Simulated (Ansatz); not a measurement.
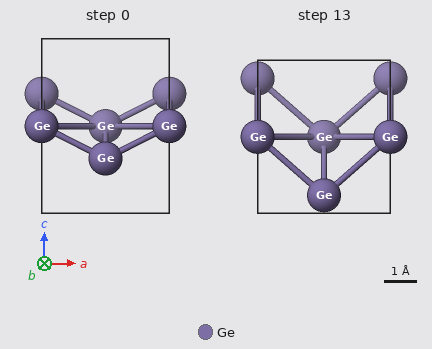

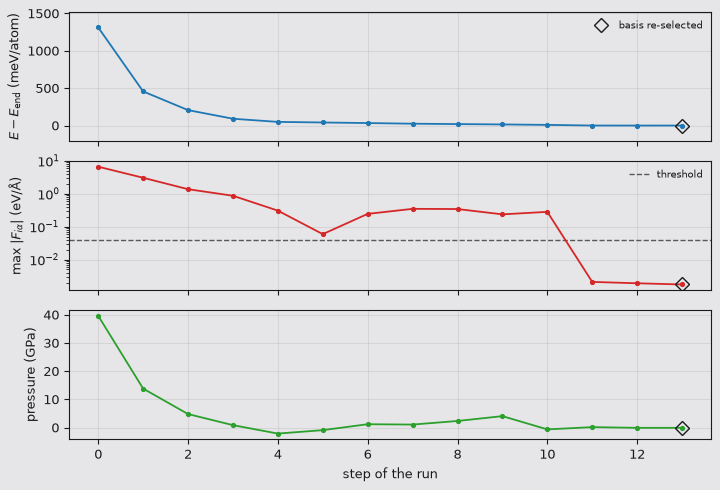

First and last geometry of a relaxation of crystalline Ge (a generated structure, set up in P4/nmm) (coarse preliminary run), with the history of the run. A ball-and-stick model of the cell of the calculation, seen along the b axis.

These are results of DFT PBE, scalar-relativistic, plane waves, PAW in Ansatz 0.2.0, not measurements.

Input file:
```yaml
crystal:
  lattice:
    - [3.99692087, 0.0, 0.0]
    - [0.0, 3.99692087, 0.0]
    - [0.0, 0.0, 5.46537918]
  atoms:
    - { symbol: Ge, position: [0.0, 0.0, 0.5] }
    - { symbol: Ge, position: [0.5, 0.5, 0.5] }
    - { symbol: Ge, position: [0.0, 0.5, 0.68540432] }
    - { symbol: Ge, position: [0.5, 0.0, 0.31459568] }
basis:
  ecutwfc: 420
kpoints:
  mp_grid: { grid: [4, 4, 4] }
hamiltonian:
  xc: pbe
scf:
  occupations: { method: gaussian, width: 0.1 }
  lower_state_search: "off"
output:
  forces: true
  stress: true
  eigenvalues: true
relax:
  adjacent_minimum: "off"
  f_tol: 0.04
  max_steps: 70
  cell: { stress_tol: 0.4 }
```

Command:
```bash
ansatz run input.yaml --threads 1 --pin off --max-ram 2560MiB --backend cpu --events-out ev --progress --plain --runs-dir out
```

### Did the run converge, and what did it change?

It converged. After 12 accepted moves (13 points after the start) the energy has fallen by 1314 meV per atom. Largest force component: 6.6 eV/Å at the start, 0.0017 eV/Å at the end. Pressure: 39.63 GPa at the start and −0.08 GPa at the end. The SCF was repeated once at an unchanged geometry on a basis and grid sized afresh for the cell, which shifted the energy by 0.1 meV per atom at most. The largest moves relative to the cell, 0.94 Å, are those of Ge3 and Ge4. Ge3 goes along +c. Cell: a = b 3.997 → 4.155 Å (+3.9 %), c 5.465 → 4.793 Å (−12.3 %). Volume −5.2 %. Some distances before and after: Ge1–Ge3 2.241 → 2.767 Å, Ge1–Ge2 2.826 → 2.938 Å. Among the angles between lasting bonds that change: Ge1–Ge3–Ge1 126.2° → 97.3°, Ge1–Ge3–Ge2 78.2° → 64.1°. The space group stays P4/nmm (No. 129).

Limits of the set-up: the k-point mesh is coarse for a cell with partly filled bands.
